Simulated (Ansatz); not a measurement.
AlN (space group P6_3/mmc, No. 194). Coordinates: the input geometry of an electronic-structure calculation (not necessarily at equilibrium).

```cif
data_structure
_symmetry_space_group_name_H-M 'P 1'
_symmetry_Int_Tables_number 1
_cell_length_a 3.3121
_cell_length_b 3.3121
_cell_length_c 4.1876
_cell_angle_alpha 90.000
_cell_angle_beta 90.000
_cell_angle_gamma 120.000
_cell_volume 39.78
loop_
_atom_site_label
_atom_site_type_symbol
_atom_site_fract_x
_atom_site_fract_y
_atom_site_fract_z
_atom_site_occupancy
Al1 Al 0.33333 0.66667 0.75000 1
Al2 Al 0.66667 0.33333 0.25000 1
N1 N 0.33333 0.66667 0.25000 1
N2 N 0.66667 0.33333 0.75000 1
```

Bonds are taken as Al–N below 2.4 Å; no other contact counts. Atoms with one bond or none are removed and atoms with two bonds are replaced by edges, until no such atom is left.

What net does this leave?

The result is a uninodal 5-connected, three-periodic net: Al and N are 5-connected nodes. It is the bnn net, known from eclipsed honeycomb layers linked along c. It is a single net, without interpenetration.

| node | links | point symbol | coordination sequence |
| --- | --- | --- | --- |
| Al and N | 5 | 4⁶·6⁴ | 5 14 29 50 |

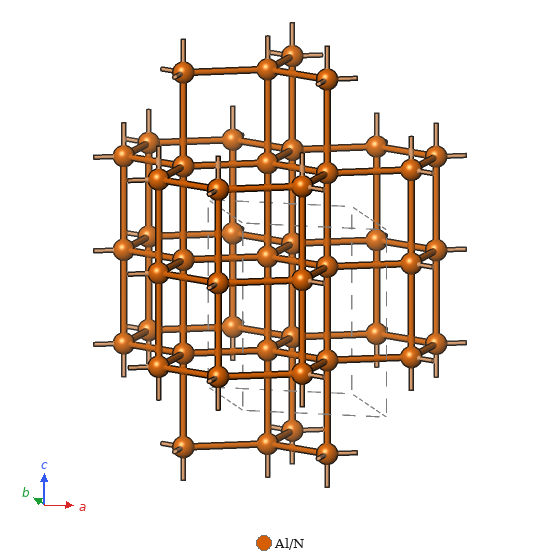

Nodes are coloured by topological kind. Edges to nodes outside the piece are drawn as stubs.
